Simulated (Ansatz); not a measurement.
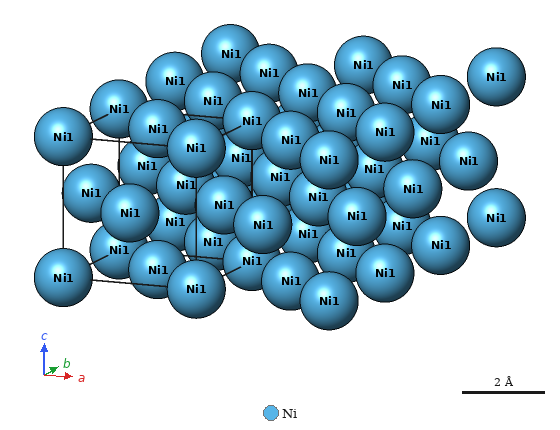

Reference structure: solid Ni (set up in Fm-3m). Style: spheres-only. Shown: the conventional cell (4 times the calculation's cell), repeated 2 × 3 × 1 with one cell outlined, slightly off an axis. Lengths and directions refer to the drawn axes.

Computed with DFT PBE, scalar-relativistic, plane waves, PAW (Ansatz 0.2.0). (plane-wave cutoff 420 eV; k-point mesh 20 × 20 × 20; occupations gaussian; smearing width 0.1 eV; collinear spin)

Now this is done to it. Every nickel atom is replaced by cobalt, which gives Co. Cell and atoms are relaxed again (to zero pressure within 0.1 GPa, forces under 0.01 eV/Å).

### What is the effect?

The volume per atom goes from 10.89 to 10.91 Å³. The absolute magnetisation per cell goes from 0.73 to 1.79 μB (net moment 0.64 and 1.64 μB). Cell: a = b = c 3.519 → 3.520 Å (+0.1 %). Volume +0.2 %. The space group stays Fm-3m (No. 225).

The changed structure in the same view:

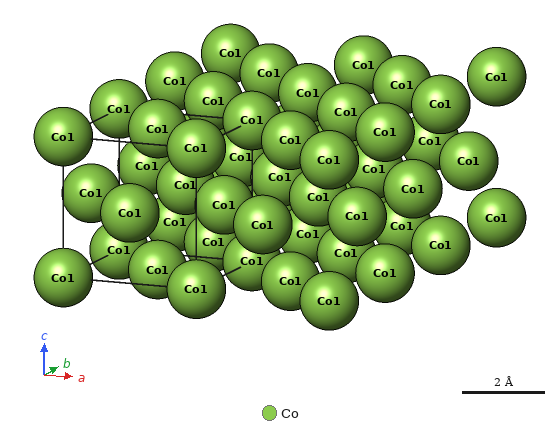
